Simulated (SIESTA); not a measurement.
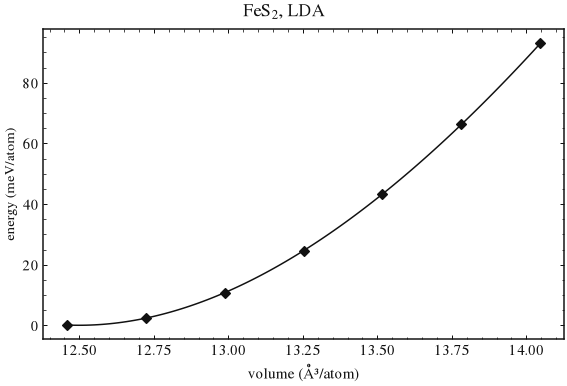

Plotted: energy against volume for FeS₂, space group Pa-3 (No. 205).

Starting cell:
```yaml
crystal:
  lattice:
    - [5.41780, 0.00000, 0.00000]
    - [0.00000, 5.41780, 0.00000]
    - [0.00000, 0.00000, 5.41780]
  atoms:
    - { symbol: Fe, position: [0.00000, 0.50000, 0.50000] }
    - { symbol: Fe, position: [0.50000, 0.50000, 0.00000] }
    - { symbol: Fe, position: [0.50000, 0.00000, 0.50000] }
    - { symbol: Fe, position: [0.00000, 0.00000, 0.00000] }
    - { symbol: S, position: [0.38482, 0.11518, 0.88482] }
    - { symbol: S, position: [0.11518, 0.88482, 0.38482] }
    - { symbol: S, position: [0.88482, 0.38482, 0.11518] }
    - { symbol: S, position: [0.61518, 0.61518, 0.61518] }
    - { symbol: S, position: [0.61518, 0.88482, 0.11518] }
    - { symbol: S, position: [0.88482, 0.11518, 0.61518] }
    - { symbol: S, position: [0.11518, 0.61518, 0.88482] }
    - { symbol: S, position: [0.38482, 0.38482, 0.38482] }
```

Computed with SIESTA 5.4.2: DFT in numerical atomic orbitals with pseudopotentials, collinear spins; energies at scaled volumes of the given cell, shape and fractions fixed, counted from the fit's minimum, third-order Birch-Murnaghan fit. Level: LDA, collinear spin.

- k mesh: 4×4×4
- occupations: Fermi–Dirac
- smearing width: 0.05 eV
- potentials: PseudoDojo 0.4 standard, converted to PSML, two zetas on semicore shells
- program settings: basis DZP, mesh cutoff 800 Ry

This calculation gives: equilibrium volume 12.50 Å³/atom and bulk modulus 194 GPa.

Now the level changes from LDA to PBE. The second calculation uses k mesh 5×5×5. How do these quantities change?

The equilibrium volume rises from 12.50 to 13.35 Å³/atom (+6.8 %) and the bulk modulus falls from 194 to 156 GPa (−20 %). As usual, the local density approximation binds more tightly than this gradient-corrected functional.

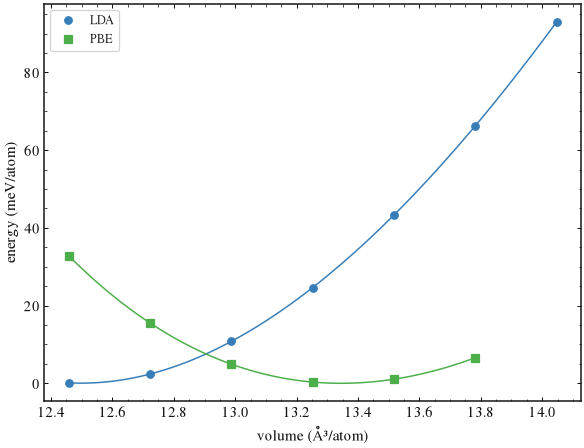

The two results together.

For LDA, limits of the calculation: the fit and the printed pressures don't fully agree, or the minimum lies near the end of the range; mulliken charges of long orbitals; short basis over semicore shells; shape and atomic fractions are frozen while scaling, which makes layered, chain and framework solids too stiff.

For PBE, limits of the calculation: mulliken charges of long orbitals; short basis over semicore shells; shape and atomic fractions are frozen while scaling, which makes layered, chain and framework solids too stiff.

V0 and the bulk modulus come from third-order Birch–Murnaghan fits.
